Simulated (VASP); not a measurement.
Single-point calculation of Si₅₃C (part 1 of 9)

- system: Si₅₃C (defect cell, 54 atoms in the cell)
- method: Kohn-Sham DFT of a periodic cell, PBE, VASP PAW PBE potentials, recommended, no spin polarisation (VASP 6.6.1)

The structure derives from an entry of the Crystallography Open Database.

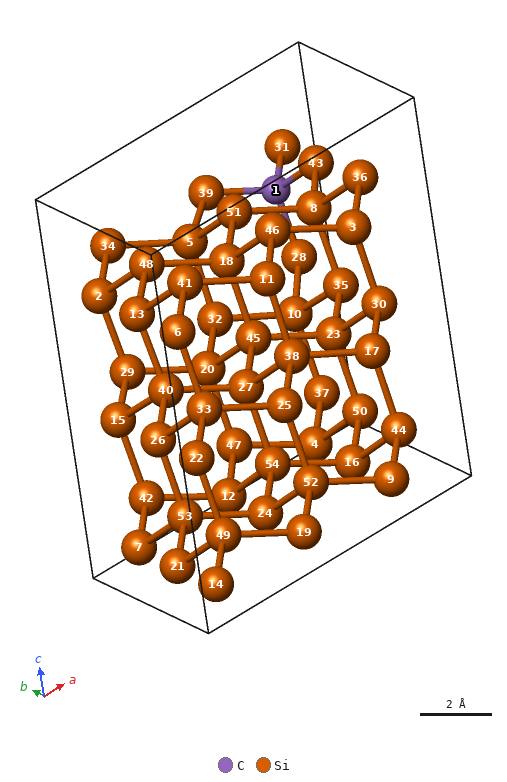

Fig. 1: The structure as given in the input (ball-and-stick view of the cell of the calculation, seen slightly off an axis; atoms are numbered from 1 in the order of the input). An atom can appear more than once, as a periodic image. Near neighbours in the periodic cell (some may lie outside the picture): C has 4 Si at 2.06 Å; Si has 4 Si at 2.36 to 2.43 Å; Si has 1 C at 2.06 Å and 3 Si at 2.43 Å.

### INCAR
```
SYSTEM = Si53C
ALGO = Normal ; EDIFF = 1E-7
ENCUT = 450 ; GGA = PE
IBRION = 5 ; ICORELEVEL = 1
ISIF = 2 ; ISMEAR = 0
ISYM = 0 ; LASPH = .True.
LCHARG = .False. ; LREAL = Auto
LUSENCCL = .False. ; LWAVE = .False.
NBANDS = 141 ; NELM = 80
NFREE = 2 ; NSW = 1
POTIM = 0.015 ; PREC = Normal
SIGMA = 0.01
```

### KPOINTS
```
k-points
0
Gamma
  2 2 2
  0 0 0
```

### POSCAR
```
Si53C                                   
1.0
   -8.2028910000      8.2028910000      0.0000000000
   -8.2028910000      0.0000000000      8.2028910000
    0.0000000000      8.2028910000      8.2028910000
  C               Si            
     1    53
Selective dynamics
Direct
0.7500000000000000  0.7500000000000000  0.7500000000000000  T T T
0.0780405548544435  0.7497264480489513  0.7497264480489513  F F F
0.7497264480489513  0.0780405548544435  0.7497264480489513  F F F
0.7497264480489513  0.7497264480489513  0.0780405548544435  F F F
0.4225065490476540  0.7497264480489513  0.7497264480489513  F F F
0.0833305268131116  0.0833305268131116  0.7500084095606715  F F F
0.0833305268131116  0.7500084095606715  0.0833305268131116  F F F
0.7497264480489513  0.4225065490476540  0.7497264480489513  F F F
0.7500084095606715  0.0833305268131116  0.0833305268131116  F F F
0.7497264480489513  0.7497264480489513  0.4225065490476540  F F F
0.4225065490476540  0.0780405548544435  0.7497264480489513  F F F
0.4225065490476540  0.7497264480489513  0.0780405548544434  F F F
0.0780405548544435  0.4225065490476540  0.7497264480489513  F F F
0.0833305268131116  0.0833305268131116  0.0833305268131116  F F F
0.0780405548544435  0.7497264480489513  0.4225065490476540  F F F
0.7497264480489513  0.4225065490476540  0.0780405548544434  F F F
0.7497264480489513  0.0780405548544435  0.4225065490476540  F F F
0.4167895687516633  0.4167895687516633  0.7496313037450042  F F F
0.4170045699138140  0.0829954300861861  0.0829954300861861  F F F
0.4167895687516633  0.7496313037450042  0.4167895687516633  F F F
0.0829954300861861  0.4170045699138140  0.0829954300861861  F F F
0.0829954300861861  0.0829954300861861  0.4170045699138140  F F F
0.7496313037450042  0.4167895687516633  0.4167895687516633  F F F
0.4170045699138140  0.4170045699138140  0.0829954300861861  F F F
0.4170045699138140  0.0829954300861861  0.4170045699138140  F F F
0.0829954300861861  0.4170045699138140  0.4170045699138140  F F F
0.4167895687516633  0.4167895687516633  0.4167895687516633  F F F
0.8224762089318337  0.8224762089318337  0.5325713632045047  T T T
0.1670605518812556  0.8325831665626798  0.5001781407780322  F F F
0.8325831665626798  0.1670605518812556  0.5001781407780322  F F F
0.8224762089318337  0.8224762089318337  0.8224762089318337  T T T
0.5001781407780322  0.8325831665626798  0.5001781407780322  F F F
0.1667554822985436  0.1667554822985436  0.4997335631043629  F F F
0.1666495300437725  0.8333504699562275  0.8333504699562275  F F F
0.8325831665626798  0.5001781407780322  0.5001781407780322  F F F
0.8333504699562275  0.1666495300437725  0.8333504699562275  F F F
0.8333504699562275  0.8333504699562275  0.1666495300437725  F F F
0.5001781407780322  0.1670605518812556  0.5001781407780322  F F F
0.5325713632045047  0.8224762089318337  0.8224762089318337  T T T
0.1670605518812556  0.5001781407780322  0.5001781407780322  F F F
0.1666495300437725  0.1666495300437725  0.8333504699562275  F F F
0.1666495300437725  0.8333504699562275  0.1666495300437725  F F F
0.8224762089318337  0.5325713632045047  0.8224762089318337  T T T
0.8333504699562275  0.1666495300437725  0.1666495300437725  F F F
0.5000000000000000  0.5000000000000000  0.5000000000000000  F F F
0.5001781407780322  0.1670605518812556  0.8325831665626798  F F F
0.5001781407780322  0.8325831665626798  0.1670605518812556  F F F
0.1670605518812556  0.5001781407780322  0.8325831665626798  F F F
0.1667554822985436  0.1667554822985436  0.1667554822985436  F F F
0.8325831665626798  0.5001781407780322  0.1670605518812556  F F F
0.5001781407780322  0.5001781407780322  0.8325831665626798  F F F
0.4997335631043629  0.1667554822985436  0.1667554822985436  F F F
0.1667554822985436  0.4997335631043629  0.1667554822985436  F F F
0.5001781407780322  0.5001781407780322  0.1670605518812556  F F F
```

Launch command:
```bash
cat potpaw_PBE.64/C/POTCAR potpaw_PBE.64/Si/POTCAR > POTCAR
mpirun -np 1 vasp_std > vasp.out
```

### OSZICAR
```
N       E                     dE             d eps       ncg     rms          rms(c)
DAV:   1     0.523614216673E+03    0.52361E+03   -0.75797E+04  2256   0.113E+03
DAV:   2    -0.241504593349E+03   -0.76512E+03   -0.72738E+03  2704   0.176E+02
DAV:   3    -0.298112241338E+03   -0.56608E+02   -0.55679E+02  2792   0.429E+01
DAV:   4    -0.299798407309E+03   -0.16862E+01   -0.16749E+01  2752   0.883E+00
DAV:   5    -0.299851225284E+03   -0.52818E-01   -0.52696E-01  2792   0.151E+00    0.247E+01
DAV:   6    -0.295583168818E+03    0.42681E+01   -0.65256E+00  3312   0.471E+00    0.150E+01
DAV:   7    -0.294273216775E+03    0.13100E+01   -0.43031E+00  2632   0.408E+00    0.327E+00
DAV:   8    -0.294296211968E+03   -0.22995E-01   -0.59710E-01  3000   0.148E+00    0.932E-01
DAV:   9    -0.294299353356E+03   -0.31414E-02   -0.69321E-02  2856   0.624E-01    0.467E-01
DAV:  10    -0.294308899055E+03   -0.95457E-02   -0.40389E-02  2880   0.322E-01    0.261E-01
[... 231 further cycles ...]
DAV:   5    -0.294308811153E+03   -0.11107E-05   -0.73216E-06  2680   0.564E-03    0.564E-03
DAV:   6    -0.294308811209E+03   -0.56575E-07   -0.63217E-07  2768   0.164E-03
  30 F= -.29430881E+03 E0= -.29430881E+03  d E =-.542092E-12
       N       E                     dE             d eps       ncg     rms          rms(c)
DAV:   1    -0.294307501008E+03    0.13101E-02   -0.19723E-01  2266   0.830E-01    0.184E-01
DAV:   2    -0.294308823669E+03   -0.13227E-02   -0.14062E-02  2784   0.232E-01    0.924E-02
DAV:   3    -0.294308734003E+03    0.89666E-04   -0.42695E-04  2864   0.494E-02    0.556E-02
DAV:   4    -0.294308737392E+03   -0.33893E-05   -0.28821E-04  2648   0.316E-02    0.230E-02
DAV:   5    -0.294308735455E+03    0.19367E-05   -0.42162E-05  3544   0.150E-02    0.112E-02
DAV:   6    -0.294308737683E+03   -0.22280E-05   -0.14787E-05  2544   0.706E-03    0.508E-03
DAV:   7    -0.294308737539E+03    0.14426E-06   -0.23219E-06  3000   0.284E-03    0.366E-03
DAV:   8    -0.294308737495E+03    0.43583E-07   -0.56066E-07  2552   0.154E-03
  31 F= -.29430874E+03 E0= -.29430874E+03  d E =-.113763E-15
```

### Parts of OUTCAR
```
SYSTEM = Si53C
   EDIFF = 1E-7
   ENCUT = 450
   GGA = PE
   IBRION = 5
   ISIF = 2
   ISMEAR = 0
   ISYM = 0
   LASPH = .True.
   LREAL = Auto
   NELM = 80
   NFREE = 2
   NSW = 1
   POTIM = 0.015
   PREC = Normal

 ion  position               nearest neighbor table
   1  0.750  0.750  0.750-  31 2.06  28 2.06  39 2.06  43 2.06
   2  0.078  0.750  0.750-  29 2.36  48 2.36  34 2.42  31 2.43
   3  0.750  0.078  0.750-  30 2.36  46 2.36  36 2.42  31 2.43
   4  0.750  0.750  0.078-  47 2.36  50 2.36  37 2.42  31 2.43
   5  0.423  0.750  0.750-  32 2.36  51 2.36  34 2.42  39 2.43
   6  0.083  0.083  0.750-  34 2.37  36 2.37  41 2.37  33 2.37
   7  0.083  0.750  0.083-  34 2.37  37 2.37  42 2.37  53 2.37
   8  0.750  0.423  0.750-  35 2.36  51 2.36  36 2.42  43 2.43
   9  0.750  0.083  0.083-  36 2.37  37 2.37  44 2.37  52 2.37
  10  0.750  0.750  0.423-  32 2.36  35 2.36  37 2.42  28 2.43
  11  0.423  0.078  0.750-  46 2.36  38 2.36  41 2.42  39 2.43
  12  0.423  0.750  0.078-  47 2.36  54 2.36  42 2.42  39 2.43
  13  0.078  0.423  0.750-  48 2.36  40 2.36  41 2.42  43 2.43
  14  0.083  0.083  0.083-  41 2.37  42 2.37  44 2.37  49 2.37
  15  0.078  0.750  0.423-  29 2.36  40 2.36  42 2.42  28 2.43
  16  0.750  0.423  0.078-  50 2.36  54 2.36  44 2.42  43 2.43
  17  0.750  0.078  0.423-  30 2.36  38 2.36  44 2.42  28 2.43
  18  0.417  0.417  0.750-  45 2.36  51 2.37  48 2.37  46 2.37
  19  0.417  0.083  0.083-  49 2.37  52 2.37  46 2.37  47 2.37
  20  0.417  0.750  0.417-  45 2.36  32 2.37  29 2.37  47 2.37
  21  0.083  0.417  0.083-  49 2.37  53 2.37  50 2.37  48 2.37
  22  0.083  0.083  0.417-  49 2.37  33 2.37  29 2.37  30 2.37
  23  0.750  0.417  0.417-  45 2.36  35 2.37  30 2.37  50 2.37
  24  0.417  0.417  0.083-  52 2.37  53 2.37  51 2.37  54 2.37
  25  0.417  0.083  0.417-  33 2.37  52 2.37  32 2.37  38 2.37
  26  0.083  0.417  0.417-  33 2.37  53 2.37  35 2.37  40 2.37
  27  0.417  0.417  0.417-  45 2.36  40 2.37  38 2.37  54 2.37
  28  0.822  0.822  0.533-   1 2.06  10 2.43  15 2.43  17 2.43
  29  0.167  0.833  0.500-  15 2.36   2 2.36  20 2.37  22 2.37
  30  0.833  0.167  0.500-  17 2.36   3 2.36  23 2.37  22 2.37
  31  0.822  0.822  0.822-   1 2.06   2 2.43   3 2.43   4 2.43
  32  0.500  0.833  0.500-   5 2.36  10 2.36  20 2.37  25 2.37
  33  0.167  0.167  0.500-  25 2.37  26 2.37  22 2.37   6 2.37
  34  0.167  0.833  0.833-   6 2.37   7 2.37   2 2.42   5 2.42
  35  0.833  0.500  0.500-   8 2.36  10 2.36  23 2.37  26 2.37
  36  0.833  0.167  0.833-   6 2.37   9 2.37   3 2.42   8 2.42
  37  0.833  0.833  0.167-   7 2.37   9 2.37   4 2.42  10 2.42
  38  0.500  0.167  0.500-  11 2.36  17 2.36  27 2.37  25 2.37
  39  0.533  0.822  0.822-   1 2.06   5 2.43  11 2.43  12 2.43
  40  0.167  0.500  0.500-  13 2.36  15 2.36  27 2.37  26 2.37
  41  0.167  0.167  0.833-  14 2.37   6 2.37  13 2.42  11 2.42
  42  0.167  0.833  0.167-  14 2.37   7 2.37  12 2.42  15 2.42
  43  0.822  0.533  0.822-   1 2.06   8 2.43  13 2.43  16 2.43
  44  0.833  0.167  0.167-  14 2.37   9 2.37  16 2.42  17 2.42
  45  0.500  0.500  0.500-  27 2.36  20 2.36  23 2.36  18 2.36
  46  0.500  0.167  0.833-  11 2.36   3 2.36  18 2.37  19 2.37
  47  0.500  0.833  0.167-  12 2.36   4 2.36  20 2.37  19 2.37
  48  0.167  0.500  0.833-  13 2.36   2 2.36  18 2.37  21 2.37
  49  0.167  0.167  0.167-  19 2.37  21 2.37  22 2.37  14 2.37
  50  0.833  0.500  0.167-  16 2.36   4 2.36  23 2.37  21 2.37
  51  0.500  0.500  0.833-   5 2.36   8 2.36  18 2.37  24 2.37
  52  0.500  0.167  0.167-  24 2.37  25 2.37  19 2.37   9 2.37
  53  0.167  0.500  0.167-  24 2.37  26 2.37  21 2.37   7 2.37
  54  0.500  0.500  0.167-  12 2.36  16 2.36  27 2.37  24 2.37

IMPORTANT INFORMATION: All symmetrisations will be switched off!
NOSYMM: (Re-)initialisation of all symmetry stuff for point group C_1.

----------------------------------------------------------------------------------------

                                     Primitive cell

  volume of cell :    1103.9028

  direct lattice vectors                    reciprocal lattice vectors
    -8.202891000  8.202891000  0.000000000    -0.060954120  0.060954120 -0.060954120
    -8.202891000  0.000000000  8.202891000    -0.060954120 -0.060954120  0.060954120
     0.000000000  8.202891000  8.202891000     0.060954120  0.060954120  0.060954120

  length of vectors
    11.600639703 11.600639703 11.600639703     0.105575632  0.105575632  0.105575632

  position of ions in fractional coordinates (direct lattice)
     0.750000000  0.750000000  0.750000000
     0.078040555  0.749726448  0.749726448
     0.749726448  0.078040555  0.749726448
     0.749726448  0.749726448  0.078040555
     0.422506549  0.749726448  0.749726448
     0.083330527  0.083330527  0.750008410
     0.083330527  0.750008410  0.083330527
     0.749726448  0.422506549  0.749726448
     0.750008410  0.083330527  0.083330527
     0.749726448  0.749726448  0.422506549
     0.422506549  0.078040555  0.749726448
     0.422506549  0.749726448  0.078040555
     0.078040555  0.422506549  0.749726448
     0.083330527  0.083330527  0.083330527
     0.078040555  0.749726448  0.422506549
     0.749726448  0.422506549  0.078040555
     0.749726448  0.078040555  0.422506549
     0.416789569  0.416789569  0.749631304
     0.417004570  0.082995430  0.082995430
     0.416789569  0.749631304  0.416789569
     0.082995430  0.417004570  0.082995430
     0.082995430  0.082995430  0.417004570
     0.749631304  0.416789569  0.416789569
     0.417004570  0.417004570  0.082995430
     0.417004570  0.082995430  0.417004570
     0.082995430  0.417004570  0.417004570
     0.416789569  0.416789569  0.416789569
     0.822476209  0.822476209  0.532571363
     0.167060552  0.832583167  0.500178141
     0.832583167  0.167060552  0.500178141
     0.822476209  0.822476209  0.822476209
     0.500178141  0.832583167  0.500178141
     0.166755482  0.166755482  0.499733563
     0.166649530  0.833350470  0.833350470
     0.832583167  0.500178141  0.500178141
     0.833350470  0.166649530  0.833350470
     0.833350470  0.833350470  0.166649530
     0.500178141  0.167060552  0.500178141
     0.532571363  0.822476209  0.822476209
     0.167060552  0.500178141  0.500178141
     0.166649530  0.166649530  0.833350470
     0.166649530  0.833350470  0.166649530
     0.822476209  0.532571363  0.822476209
     0.833350470  0.166649530  0.166649530
     0.500000000  0.500000000  0.500000000
     0.500178141  0.167060552  0.832583167
     0.500178141  0.832583167  0.167060552
     0.167060552  0.500178141  0.832583167
     0.166755482  0.166755482  0.166755482
     0.832583167  0.500178141  0.167060552
     0.500178141  0.500178141  0.832583167
     0.499733563  0.166755482  0.166755482
     0.166755482  0.499733563  0.166755482
     0.500178141  0.500178141  0.167060552

  ion indices of the primitive-cell ions
   primitive index   ion index
                 1           1
                 2           2
                 3           3
                 4           4
                 5           5
                 6           6
                 7           7
                 8           8
                 9           9
                10          10
                11          11
                12          12
                13          13
                14          14
                15          15
                16          16
                17          17
                18          18
                19          19
                20          20
                21          21
                22          22
                23          23
                24          24
                25          25
                26          26
                27          27
                28          28
                29          29
                30          30
                31          31
                32          32
                33          33
                34          34
                35          35
                36          36
                37          37
                38          38
                39          39
                40          40
                41          41
                42          42
                43          43
                44          44
                45          45
                46          46
                47          47
                48          48
                49          49
                50          50
                51          51
                52          52
                53          53
                54          54

----------------------------------------------------------------------------------------

 KPOINTS: k-points

Automatic generation of k-mesh.
 Grid dimensions read from file:
 generate k-points for:    2    2    2

 Generating k-lattice:

  Cartesian coordinates                     Fractional coordinates (reciprocal lattice)
    -0.030477060  0.030477060 -0.030477060     0.500000000  0.000000000  0.000000000
    -0.030477060 -0.030477060  0.030477060     0.000000000  0.500000000  0.000000000
     0.030477060  0.030477060  0.030477060     0.000000000  0.000000000  0.500000000

  Length of vectors
     0.052787816  0.052787816  0.052787816

  Shift w.r.t. Gamma in fractional coordinates (k-lattice)
     0.000000000  0.000000000  0.000000000

 Subroutine IBZKPT returns following result:
 ===========================================

 Found      8 irreducible k-points:

 Following reciprocal coordinates:
            Coordinates               Weight
  0.000000  0.000000  0.000000      1.000000
  0.500000  0.000000  0.000000      1.000000
  0.000000  0.500000  0.000000      1.000000
  0.000000  0.000000  0.500000      1.000000
  0.500000  0.500000  0.500000      1.000000
  0.500000  0.500000  0.000000      1.000000
  0.000000  0.500000  0.500000      1.000000
  0.500000  0.000000  0.500000      1.000000
   k-points           NKPTS =      8   k-points in BZ     NKDIM =      8   number of bands    NBANDS=    141
   number of dos      NEDOS =    301   number of ions     NIONS =     54
   total plane-waves  NPLWV = 216000
   dimension x,y,z NGX =    60 NGY =   60 NGZ =   60
   dimension x,y,z NGXF=   120 NGYF=  120 NGZF=  120
   ions per type =               1  53
   NGX,Y,Z   is equivalent  to a cutoff of   8.60,  8.60,  8.60 a.u.
   NGXF,Y,Z  is equivalent  to a cutoff of  17.20, 17.20, 17.20 a.u.
 SYSTEM =  Si53C
   PREC   = normal    normal or accurate (medium, high low for compatibility)
   ISTART =      0    job   : 0-new  1-cont  2-samecut
   ICHARG =      2    charge: 1-file 2-atom 10-const
   ISPIN  =      1    spin polarized calculation?
   LNONCOLLINEAR =      F non collinear calculations
   LSORBIT =      F    spin-orbit coupling
   LASPH  =      T    aspherical Exc in radial PAW
   ENCUT  =  450.0 eV  33.07 Ry    5.75 a.u.  20.07 20.07 20.07*2*pi/ulx,y,z
   NELM   =     80;   NELMIN=  2; NELMDL= -5     # of ELM steps
   EDIFF  = 0.1E-06   stopping-criterion for ELM
   LREAL  =      T    real-space projection
   EDIFFG = 0.1E-05   stopping-criterion for IOM
   NSW    =    685    number of steps for IOM
   IBRION =      5    ionic relax: 0-MD 1-quasi-New 2-CG
   NFREE  =      2    steps in history (QN), initial steepest desc. (CG)
   ISIF   =      2    stress and relaxation
   ISYM   =      0    0-nonsym 1-usesym 2-fastsym
   POTIM  = 0.0150    time-step for ionic-motion
   TEBEG  =    0.0;   TEEND  =   0.0 temperature during run
   PSTRESS=    0.0 pullay stress
   NELECT =     216.0000    total number of electrons
   NUPDOWN=      -1.0000    fix difference up-down
   EMIN   =  10.00;   EMAX   =-10.00  energy-range for DOS
   EFERMI =   0.00;   METHOD = LEGACY
   ISMEAR =     0;   SIGMA  =   0.01  broadening in eV -4-tet -1-fermi 0-gaus
   EFERMI_NEDOS =   21; number of points for ismear=-14 and -15
   IALGO  =     38    algorithm
   IMIX   =      4    mixing-type and parameters
     AMIX     =   0.40;   BMIX     =  1.00
     AMIX_MAG =   1.60;   BMIX_MAG =  1.00
  volume/ion in A,a.u.               =      20.44       137.95
  Fermi-wavevector in a.u.,A,eV,Ry     =   0.950421  1.796034 12.290132  0.903299
  Thomas-Fermi vector in A             =   2.078796
   LORBIT       =      0    0 simple, 1 ext, 2 COOP (PROOUT), +10 PAW based schemes
   GGA     = PE    functional components
   LHFCALC =     F    Hartree Fock is set to
   AEXX    =    0.0000 exact exchange contribution
   IVDW    =     0    specifies the selected vdW correction
   LEPSILON=     F    determine dielectric tensor
   LRPA    =     F    only Hartree local field effects (RPA)
 finite differences
 non-spin polarized calculation
 Gauss-broadening in eV      SIGMA  =   0.01
  energy-cutoff  :      450.00
  volume of cell :     1103.90
 maximum number of plane-waves:     23973
   NGX = 41   NGY = 41   NGZ = 41

--------------------------------------- Ionic step        1  -------------------------------------------

 number of electron     216.0000009 magnetization

 Free energy of the ion-electron system (eV)
  ---------------------------------------------------
  ext. energy  EPLUGINS =         0.00000000
  ---------------------------------------------------
  free energy    TOTEN  =      -294.31001840 eV

  energy without entropy =     -294.31001840  energy(sigma->0) =     -294.31001840
```
